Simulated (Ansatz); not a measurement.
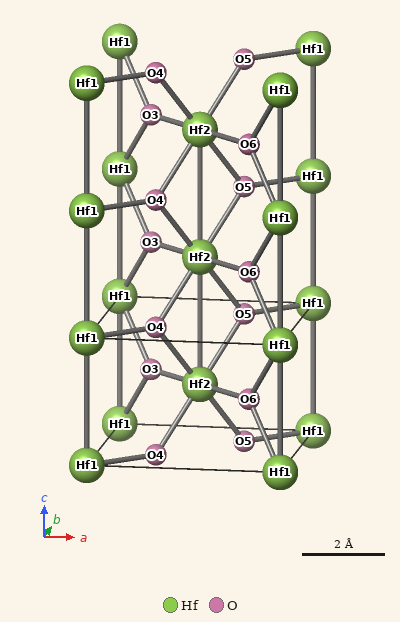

Figure 1. The input geometry (ball-and-stick view of the cell of the calculation, repeated 1 × 1 × 3, seen at an oblique angle; atoms are numbered from 1 in the order of the input). An atom can appear more than once, as a periodic image.

# Phonon calculation, with input and output: HfO2

HfO2 (6 atoms in the cell), computed with DFT PBEsol, scalar-relativistic, plane waves, PAW, no spin polarisation (Ansatz 0.2.0).

The structure derives from a Materials Project entry. It belongs to a series of runs on one base structure; here: dielectric tensors at the zone centre. Figures and captions count atoms from 1; the log counts them from 0 in places.

## Input file
```yaml
crystal:
  lattice:
    - [4.8301248088, 0.0, 0.0]
    - [0.0, 4.8301248088, 0.0]
    - [0.0, 0.0, 3.2097164562]
  atoms:
    - { symbol: Hf, position: [0.0, 0.0, 0.0] }
    - { symbol: Hf, position: [0.5, 0.5, 0.5] }
    - { symbol: O, position: [0.1949699035, 0.8050300965, 0.5] }
    - { symbol: O, position: [0.3050300965, 0.3050300965, 0.0] }
    - { symbol: O, position: [0.6949699035, 0.6949699035, 0.0] }
    - { symbol: O, position: [0.8050300965, 0.1949699035, 0.5] }
basis:
  ecutwfc: 420
kpoints:
  mp_grid: { grid: [6, 6, 8] }
hamiltonian:
  xc: pbesol
scf:
  occupations: { method: fixed }
output: {}
phonons:
  method: dfpt
  dielectric: true
  rigid_motions: translations
```

Launched with:
```bash
ansatz run input.yaml --threads 4 --pin off --max-ram 10240MiB --backend cpu --events-out ev --progress --plain --runs-dir out
```

## What the program printed
```
Engine: ansatz 0.2.0, x86_64-unknown-linux-gnu
Pseudopotentials: kind: paw
Pseudopotential: Hf, paw, valence charge 26, recommended cutoff 420 eV (normal), Hf.paw.azcp
Pseudopotential: O, paw, valence charge 6, recommended cutoff 420 eV (normal), O.paw.azcp
Functional definition: PBEsol
  exchange = pbesol_x
  correlation = pbesol_c
Crystal: 6 atoms, lattice volume = 74.883 Å³
Basis set: ecut = 420 eV, 1455 PW (Γ), exchange–correlation on 72×72×48 points (8 copies of the dense FFT grid, shifted against one another)
Bands: 46, of which v1, the nominal top of the filled ones, is band 38 counted from 1 (37 counted from 0)
Symmetry: 16 space group operations
k-points: 148 of 288 (irreducible under 1 space group operation, time reversal used)
Non-local potential: Hf, projectors of the file, l = 0: 3, l = 1: 2, l = 2: 2, l = 3: 3
Non-local potential: O, projectors of the file, l = 0: 2, l = 1: 2, l = 2: 1
PAW form: soft (Blöchl's): semilocal exchange-correlation on the pseudo side does not see the compensation charge
PAW frozen core: Hf, regenerated for the run's functional, and the local potential with it (the file was generated under x = pbe(κ = 0.804, μ = 0.2195149727645171), c = pbe(β = 0.06672455060314922))
PAW frozen core: O, regenerated for the run's functional, and the local potential with it (the file was generated under x = pbe(κ = 0.804, μ = 0.2195149727645171), c = pbe(β = 0.06672455060314922))
PAW one-centre angular grid: Hf, 590 points (default); XC on 64 Gauss nodes
PAW one-centre angular grid: O, 110 points (default); XC on 64 Gauss nodes
Initial density: superposition of atomic densities (neutral atoms: chi_scale 0, normalization atom), corrected by the library's trained network
Initial wavefunctions: pseudopotential atomic-orbital guess
Functional: x = pbesol(κ = 0.804, μ = 0.12345679012345678), c = pbesol(β = 0.046)
SCF iter   1: F=—  HF=-33450.269702 eV  |F-HF|=—  |Δ(HF+E_count)|=         —  Δρ=1.60e-2  dr2=1.55e-1  ethr=1.77e-3  ⟨swp⟩=3.4  Hψ=19449  notcnv=0  defer=476
preconditioner: auto → Resta (q_TF=auto, 2.735 Å⁻¹)  ε∞=5.2  [insulator: Δε(μ)=3.702 eV  Ē_g=17.835 eV  n_scr=30 (ndim 8)  ℏωp=36.4 eV  f_vac=0.089  ε∞_Penn≈5.2]
SCF iter   2: F=—  HF=-33450.230830 eV  |F-HF|=—  |Δ(HF+E_count)|=   3.89e-2  Δρ=2.69e-3  dr2=2.99e-3  ethr=2.04e-4  ⟨swp⟩=2.1  Hψ=12494  notcnv=0  defer=886
SCF iter   3: F=—  HF=-33450.230508 eV  |F-HF|=—  |Δ(HF+E_count)|=   3.22e-4  Δρ=1.33e-3  dr2=9.89e-4  ethr=3.94e-6  ⟨swp⟩=2.0  Hψ=11206  notcnv=0  defer=887
SCF iter   4: F=—  HF=-33450.230623 eV  |F-HF|=—  |Δ(HF+E_count)|=   1.15e-4  Δρ=5.36e-4  dr2=1.96e-4  ethr=1.30e-6  ⟨swp⟩=2.6  Hψ=12459  notcnv=0  defer=663
SCF iter   5: F=—  HF=-33450.230500 eV  |F-HF|=—  |Δ(HF+E_count)|=   1.22e-4  Δρ=1.40e-4  dr2=1.20e-5  ethr=2.57e-7  ⟨swp⟩=2.0  Hψ=11865  notcnv=0  defer=250
SCF iter   6: F=—  HF=-33450.230509 eV  |F-HF|=—  |Δ(HF+E_count)|=   9.06e-6  Δρ=2.50e-5  dr2=4.29e-7  ethr=1.57e-8  ⟨swp⟩=2.0  Hψ=12191  notcnv=0  defer=241
SCF iter   7: F=—  HF=-33450.230509 eV  |F-HF|=—  |Δ(HF+E_count)|=   1.71e-7  Δρ=6.29e-6  dr2=3.19e-8  ethr=5.64e-10  ⟨swp⟩=2.0  Hψ=11923  notcnv=0  defer=241
SCF iter   8: F=—  HF=-33450.230509 eV  |F-HF|=—  |Δ(HF+E_count)|=   2.39e-8  Δρ=1.69e-6  dr2=3.56e-9  ethr=4.20e-11  ⟨swp⟩=2.0  Hψ=12176  notcnv=0  defer=241
SCF iter   9: F=—  HF=-33450.230509 eV  |F-HF|=—  |Δ(HF+E_count)|=   1.16e-9  Δρ=4.27e-7  dr2=1.54e-10  ethr=4.68e-12  ⟨swp⟩=2.0  Hψ=11031  notcnv=0  defer=241
SCF iter  10: F=-33450.230509 eV  HF=-33450.230509 eV  |F-HF|=7.28e-12  |Δ(HF+E_count)|=  1.46e-11  Δρ=1.23e-7  dr2=1.80e-11  ethr=1.00e-12  ⟨swp⟩=12.5  Hψ=38827  notcnv=0
SCF 1 converged in 10 iterations: F = -33450.230509 eV  dr2 = 1.80e-11
  greatest PAW one-centre occupation: 0.999 electrons in one spin orbital (limit 2), on the Hf atom at site 1 (counted from 0), in its partial waves of l = 3
DFPT response loops at Γ: preconditioner auto → none (the input reference at scf.mixing.eps_inf says where Resta's filter doesn't serve); β = 0.50; Broyden in place of MSR1
── the response to a field inside a basis, on 6×6×8 k-points: an SCF that follows is theirs, and a resumed run solves both again ──
Bands: 39, of which v1, the nominal top of the filled ones, is band 38 counted from 1 (37 counted from 0)
k-points: 24 of 288
Initial density: handed on by an earlier stage of this run
Initial wavefunctions: pseudopotential atomic-orbital guess (no wavefunctions were taken with the density)
Eigensolver: Dense (24 Hₖ)
SCF iter   1: F=—  HF=-33450.176797 eV  |F-HF|=—  |Δ(HF+E_count)|=         —  Δρ=4.73e-4  dr2=3.27e-5  ethr=1.00e-1
preconditioner: auto → Resta (q_TF=auto, 2.735 Å⁻¹)  ε∞=6.1  [insulator: Δε(μ)=4.141 eV  Ē_g=16.053 eV  n_scr=30 (ndim 8)  ℏωp=36.4 eV  f_vac=0.087  ε∞_Penn≈6.1]
SCF iter   2: F=—  HF=-33450.176794 eV  |F-HF|=—  |Δ(HF+E_count)|=   2.81e-6  Δρ=2.22e-4  dr2=1.39e-5  ethr=4.30e-8
SCF iter   3: F=—  HF=-33450.176796 eV  |F-HF|=—  |Δ(HF+E_count)|=   1.48e-6  Δρ=1.22e-4  dr2=2.72e-6  ethr=1.83e-8
SCF iter   4: F=—  HF=-33450.176797 eV  |F-HF|=—  |Δ(HF+E_count)|=   1.19e-6  Δρ=5.09e-5  dr2=4.18e-7  ethr=3.57e-9
SCF iter   5: F=-33450.176797 eV  HF=-33450.176797 eV  |F-HF|=1.35e-8  |Δ(HF+E_count)|=   1.44e-7  Δρ=1.08e-5  dr2=2.82e-8  ethr=5.50e-10
SCF 1 converged in 5 iterations: F = -33450.176797 eV  dr2 = 2.82e-8
  greatest PAW one-centre occupation: 0.999 electrons in one spin orbital (limit 2), on the Hf atom at site 1 (counted from 0), in its partial waves of l = 0
DFPT response loops at Γ: mixed as the last ones told, above
SCF converged after 10 iterations
Free energy (F): -33450.230509 eV
Harris-Foulkes:  -33450.230509 eV  (|F-HF|=7.28e-12)
Internal energy: -33450.230509 eV  (E = F + TS)
E sigma→0 (E₀):  -33450.230509 eV
Fermi energy:    12.375371 eV
--- Per-component energies (eV) ---
  E_band       = -124.261776
  E_kinetic    = 1540.719649
  E_local      = -12997.845749  (includes V_loc(G=0)·N_el)
  E_nonlocal   = -2280.616095
  E_hartree    = 5909.744589
  E_xc         = -885.645858
  E_vxc        = -904.383932  (∫ρ·V_xc dr)
  E_paw        = -14224.155169  (= ΣΔE_a)
  E_vpaw       = 2698.365008  (= ΣTr[D̂ρ^β])
  E_aug_tail   = 0.009963  (compensation charges beyond the density's cutoff)
  E_ewald      = -10515.085174
  E_core_change = 2.643335  (= ΣΔE_core)
  E_smearing   = -0.000000  (= −TS)
  E_closure    = -0.000000  (closes the sum)
  Σ components = -33450.230509   (vs F -33450.230509, Δ=0.00e0)
--- Band table (eV; the first three rows and the last of 148) ---
  k-point 0: bands = ["-47.9130", "-47.9032", "-16.9107", "-16.9107", "-16.6166", "-16.6166", "-16.4997", "-16.4383", "-5.2110", "-4.4097", "-3.2911", "-3.2911", "2.2028", "2.2028", "2.2108", "2.2443", "2.2443", "2.2462", "2.2514", "2.2514", "2.2744", "2.2813", "2.2980", "2.3023", "2.3905", "2.3905", "6.8120", "7.3281", "7.9953", "8.8291", "8.8291", "10.5572", "10.5572", "10.8091", "11.7351", "11.9809", "11.9809", "12.3754", "16.2688", "16.4489", "17.5711", "17.9337", "17.9337", "18.5267", "20.2558", "20.7158"]
  k-point 1: bands = ["-47.9096", "-47.9005", "-16.8843", "-16.8843", "-16.6144", "-16.6144", "-16.5955", "-16.5412", "-5.0236", "-4.2748", "-3.3983", "-3.3983", "2.2076", "2.2076", "2.2163", "2.2463", "2.2468", "2.2468", "2.2519", "2.2519", "2.2716", "2.2772", "2.2923", "2.2958", "2.3759", "2.3759", "7.0741", "7.5260", "8.1592", "8.8074", "8.8074", "10.3507", "10.7456", "10.7456", "11.1726", "11.7820", "11.7820", "12.2730", "16.5965", "16.9409", "17.4536", "17.8797", "17.8797", "18.9012", "20.0353", "21.0072"]
  k-point 2: bands = ["-47.9010", "-47.8940", "-16.8175", "-16.8162", "-16.8162", "-16.7798", "-16.6126", "-16.6126", "-4.5616", "-3.9715", "-3.6528", "-3.6528", "2.2205", "2.2205", "2.2352", "2.2419", "2.2499", "2.2499", "2.2562", "2.2562", "2.2647", "2.2677", "2.2701", "2.3003", "2.3427", "2.3427", "7.7610", "8.0001", "8.6354", "8.8576", "8.8576", "9.4263", "10.1241", "11.0415", "11.0415", "11.3165", "11.3165", "11.9002", "17.2368", "17.2997", "17.8235", "17.9664", "17.9664", "19.4498", "19.9087", "21.6965"]
  k-point 147: bands = ["-47.8869", "-47.8869", "-17.1029", "-17.1029", "-16.6834", "-16.6834", "-16.6523", "-16.6523", "-4.0608", "-4.0608", "-3.6552", "-3.6552", "2.2383", "2.2383", "2.2506", "2.2506", "2.2517", "2.2517", "2.2575", "2.2575", "2.2582", "2.2582", "2.2945", "2.2945", "2.3065", "2.3065", "8.2572", "8.2572", "8.3365", "8.3365", "9.2955", "9.2955", "10.3690", "10.3690", "11.3052", "11.3052", "11.9065", "11.9065", "17.4629", "17.4629", "18.1777", "18.1777", "18.7999", "18.7999", "21.6329", "21.6329"]
--- Phonons (Γ-DFPT): 4 representative perturbations + reference, on 148 of 288 k-points (Σ response iterations 17) ---
  k mesh reduced under 1 symmetry operation, with k and −k counted as one. Each operation leaves every solved perturbation unchanged. A smaller set is not considered because the run solves the response to a homogeneous field
  ASR residual: 2.575e-5 → 0.000e0 eV/Å²; symmetrization residual: 2.125e-5 eV/Å²
  ASR residual per site (eV/Å²): 2.58e-5 2.58e-5 2.00e-5 2.00e-5 2.00e-5 2.00e-5
  Γ frequencies (cm⁻¹): 0.00 0.00 0.00 91.97 120.30 202.64 202.64 214.22 214.22 270.11 381.07 410.63 454.23 454.23 480.38 480.38 624.87 787.13
  ε∞ (high-frequency dielectric tensor):
        4.591452     0.000000     0.000000
        0.000000     4.591452     0.000000
        0.000000     0.000000     5.192820
  ε⁰ (static dielectric tensor: ions relaxed, cell fixed):
       27.313686     0.000000     0.000000
        0.000000    27.313686    -0.000000
        0.000000    -0.000000    31.238952
  ε⁰ − ε∞ (ionic part):
       22.722233     0.000000     0.000000
        0.000000    22.722233    -0.000000
        0.000000    -0.000000    26.046133
  softest optical mode at Γ: 91.97 cm⁻¹; the repairs (sum rule, projections) moved no ω² at Γ by more than (2.62 cm⁻¹)²
  Born effective charges Z* (e; rows j = field, columns β = displacement):
    site 0:
         5.34040    0.63607    0.00000
         0.63607    5.34040    0.00000
         0.00000    0.00000    6.26368
    site 1:
         5.34040   -0.63607    0.00000
        -0.63607    5.34040    0.00000
         0.00000    0.00000    6.26368
    site 2:
        -2.67020    1.35381    0.00000
         1.35381   -2.67020   -0.00000
        -0.00000   -0.00000   -3.13184
    site 3:
        -2.67020   -1.35381   -0.00000
        -1.35381   -2.67020   -0.00000
        -0.00000    0.00000   -3.13184
    site 4:
        -2.67020   -1.35381   -0.00000
        -1.35381   -2.67020   -0.00000
        -0.00000    0.00000   -3.13184
    site 5:
        -2.67020    1.35381    0.00000
         1.35381   -2.67020   -0.00000
        -0.00000   -0.00000   -3.13184
  Z* charge neutrality: 5.563e-3 e pre-enforcement
  solved inside a basis spanned on kpoints, on 6×6×8 k-points, its susceptibility summed on 8×8×12: ε∞ is read to err by 1.4e-2, Z* by 2.8e-2 e (field_mesh: kpoints solves on kpoints); Z* is corrected for what the basis lacks
  optical modes at Γ without the LO–TO term, one row a degenerate level:
      ω (cm⁻¹)  modes    IR ((D/Å)²/amu)
         91.97      1             0.0000
        120.30      1             0.0000
        202.64      2            44.4403
        214.22      2             9.1523
        270.11      1            66.7181
        381.07      1             0.0000
        410.63      1             0.0000
        454.23      2            64.7580
        480.38      2             0.0000
        624.87      1             0.0000
        787.13      1             0.0000
  optical modes at Γ + LO–TO along q̂ = [1.0000, 0.0000, 0.0000]:
      ω (cm⁻¹)  modes    IR ((D/Å)²/amu)
         91.97      1             0.0000
        120.30      1             0.0000
        202.64      1            22.2201
        212.18      1             0.0035
        214.22      1             4.5761
        270.11      1            66.7181
        315.62      1             2.3819
        381.07      1             0.0000
        410.63      1             0.0000
        454.23      1            32.3790
        480.38      2             0.0000
        624.87      1             0.0000
        718.14      1            56.7899
        787.13      1             0.0000
  optical modes at Γ + LO–TO along q̂ = [0.0000, 1.0000, 0.0000]:
      ω (cm⁻¹)  modes    IR ((D/Å)²/amu)
         91.97      1             0.0000
        120.30      1             0.0000
        202.64      1            22.2201
        212.18      1             0.0035
        214.22      1             4.5761
        270.11      1            66.7181
        315.62      1             2.3819
        381.07      1             0.0000
        410.63      1             0.0000
        454.23      1            32.3790
        480.38      2             0.0000
        624.87      1             0.0000
        718.14      1            56.7899
        787.13      1             0.0000
  optical modes at Γ + LO–TO along q̂ = [0.0000, 0.0000, 1.0000]:
      ω (cm⁻¹)  modes    IR ((D/Å)²/amu)
         91.97      1             0.0000
        120.30      1             0.0000
        202.64      2            44.4403
        214.22      2             9.1523
        381.07      1             0.0000
        410.63      1             0.0000
        454.23      2            64.7580
        480.38      2             0.0000
        624.87      1             0.0000
        662.50      1            66.7181
        787.13      1             0.0000
```

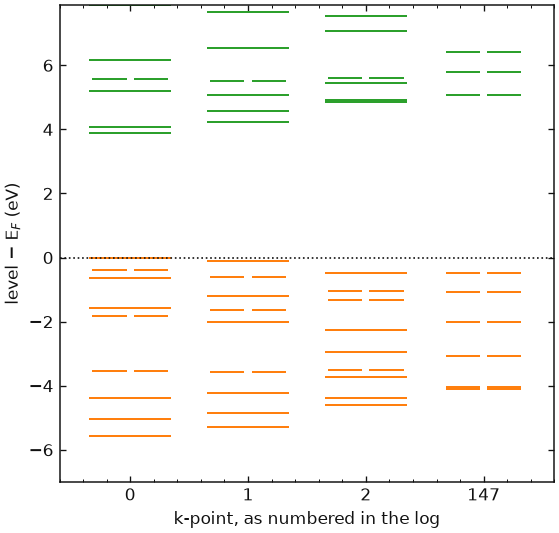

Figure 2. Kohn–Sham levels near the Fermi level (dotted) at the few k-points that the log prints; levels within 0.02 eV of each other stand side by side. Among these points the highest filled and lowest empty levels are 3.89 eV apart, which is the gap on the mesh.

## Results in brief

```tsv
quantity	value
outcome	converged
space group (tolerance 0.01 Å)	P4₂/mnm (136)
electrons treated	76
free energy	−33450.2305 eV
Fermi energy	12.375 eV
gap on the k-point mesh	3.89 eV
ε∞ (xx, yy, zz)	4.59, 4.59, 5.19
hardware	4 threads of AMD EPYC (Zen 3), 32 GiB of memory available, shared host
wall time	2 min (CPU time 7.3 min)
peak memory	2.2 GiB
```

## Remarks

Spin–orbit coupling is left out, which matters for Hf.
